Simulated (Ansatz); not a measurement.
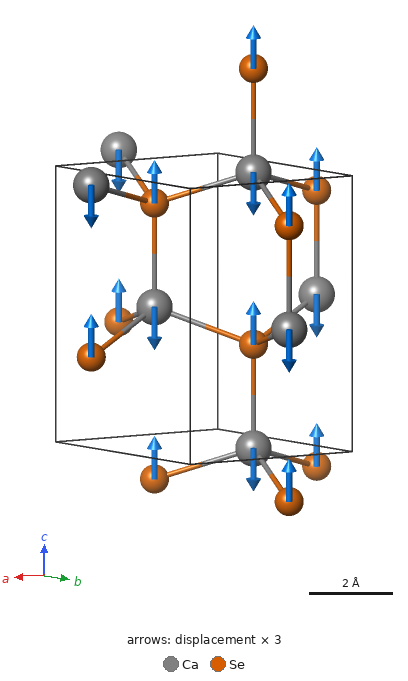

A relaxation of a crystal of CaSe (built on the BeO-186 type type). The starting structure is drawn; blue arrows show the displacements (the part carried along by the change of the cell is left out), 3 times their true length.

The picture is a ball-and-stick view of the cell of the calculation, seen from a free direction.

The calculation used DFT, PBEsol, plane waves, PAW (Ansatz 0.2.0). Set-up: plane-wave cutoff 420 eV; k-point mesh 6 × 6 × 4; occupations fermi dirac; smearing width 0.03 eV; no spin polarisation; cell and atoms relaxed; force threshold 0.01 eV/Å; at most 120 steps.

### What happened in the run?

The largest moves relative to the cell, 0.36 Å, are those of Ca and Se atoms. Largest moves by element: Ca 0.36 Å, Se 0.36 Å. Cell: a = b 4.208 → 4.961 Å (+17.9 %), c 6.835 → 5.807 Å (−15.0 %). Volume +18.1 %. Near-neighbour distances that change, for instance: Ca–Se 4.257 → 2.904 Å, Ca–Se 2.578 → 2.903 Å, Ca–Se 2.570 → 2.864 Å. New bonds form: Ca–Se (4.26 → 2.90 Å). Among the angles between lasting bonds that change: Se–Ca–Se 109.1° → 90.0°, Ca–Se–Ca 109.1° → 90.0°, Se–Ca–Se 109.9° → 120.0°. The space group (tolerance 0.01 Å) goes from P6_3mc (No. 186) to P6_3/mmc (No. 194). The energy falls by 468 meV per atom in 9 accepted moves (12 points after the start). Largest force component: 0.081 eV/Å at the start, 0.00038 eV/Å at the end. The pressure goes from 15.73 to 0.03 GPa. The line search rejected the trial step at point 7 of the run. At 2 points the geometry stayed and the basis and grid were re-selected for the new cell (energy shift of 4.2 meV per atom at most each time). Cost: 33 s on 2 threads of AMD EPYC 7R13 Processor (Zen 3), with other jobs on the host, peak memory 0.55 GiB.
